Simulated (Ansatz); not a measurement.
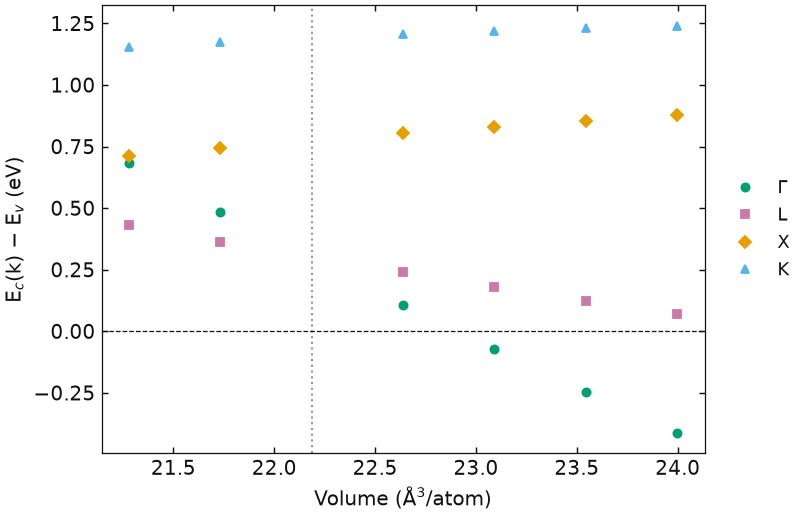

Lowest conduction level at each named k point, counted from the valence-band top at Γ. A negative value at Γ means that the s-like level, then filled, lies under the p-like triplet: the bands are inverted and there is no gap. One run is left out (dotted line).

System: diamond-type Ge, space group Fd-3m (No. 227), 2 atoms in the primitive cell. The cell is scaled uniformly. Level of theory: revPBE with D3(BJ) dispersion, Ansatz PAW, no spin polarisation, no spin-orbit coupling, 8×8×8 k mesh, 420 eV cutoff, Fermi-Dirac smearing of 0.05 eV; code Ansatz 0.2.0.

```csv
volume,Γ (eV),L (eV),X (eV),K (eV),pressure (GPa)
21.28 Å³/atom,0.69,0.43,0.71,1.16,5.7
21.73 Å³/atom,0.49,0.36,0.74,1.17,3.8
22.64 Å³/atom,0.11,0.24,0.80,1.21,0.7
23.09 Å³/atom,−0.07,0.18,0.83,1.22,−0.5
23.54 Å³/atom,−0.24,0.12,0.85,1.23,−1.6
24.00 Å³/atom,−0.41,0.07,0.88,1.24,−2.6
```

**Fill in the row for 22.19 Å³/atom.**

Fits through the other points against the logarithm of the volume give 0.30 eV at Γ, 0.30 eV at L, 0.77 eV at X and 1.19 eV at K (straight lines). The run itself gives 0.29, 0.30, 0.78 and 1.19 eV, within 0.01 eV of the estimates.

**Where does the gap at Γ close?**

The gap at Γ closes near 22.91 Å³/atom, by interpolation; on the side of negative values the bands are inverted.

Spin-orbit coupling is left out, which matters for Ge. The PAW data sets were made with another functional. Measured Ge has an indirect gap, with the conduction bottom at L. LDA, GGA and most meta-GGA functionals understate gaps. Measured Ge has a positive gap at its own volume; this functional understates it.
